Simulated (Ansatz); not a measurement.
Read the following structure.

```cif
data_structure
_symmetry_space_group_name_H-M 'P m -3 m'
_symmetry_Int_Tables_number 221
_cell_length_a 3.9823
_cell_length_b 3.9823
_cell_length_c 3.9823
_cell_angle_alpha 90.000
_cell_angle_beta 90.000
_cell_angle_gamma 90.000
_cell_volume 63.16
loop_
_atom_site_label
_atom_site_type_symbol
_atom_site_symmetry_multiplicity
_atom_site_Wyckoff_symbol
_atom_site_fract_x
_atom_site_fract_y
_atom_site_fract_z
_atom_site_occupancy
Ti1 Ti 1 a 0.00000 0.00000 0.00000 1
Al1 Al 3 c 0.50000 0.50000 0.00000 1
```

Question: What crystal do these data define?

Answer: Formula: TiAl$_{3}$. Space group Pm-3m (No. 221), lattice primitive cubic. The arrangement is known as Cu₃Au (L1₂) type. Content of the cell: 1 Ti, 3 Al (Z = 1). The Ti atoms are each bonded to twelve Al in a cuboctahedral arrangement at 2.82 Å. The neighbours of Al are eight Al and four Ti in a cuboctahedral arrangement (2.82 Å to Al, 2.82 Å to Ti). The bonds build a three-dimensional framework.

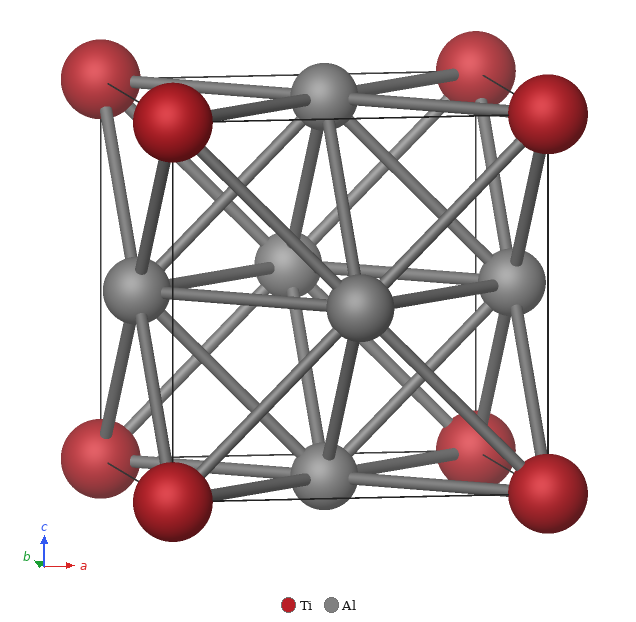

The image is a ball-and-stick drawing of a crystal, viewed slightly off an axis. Thin lines show the conventional unit cell, with boundary atoms drawn in all their periodic places.

Provenance: a structure listed in the Materials Project. Earlier steps of the study may have refined or changed the cell and positions. An electronic-structure calculation with Ansatz was run on it.
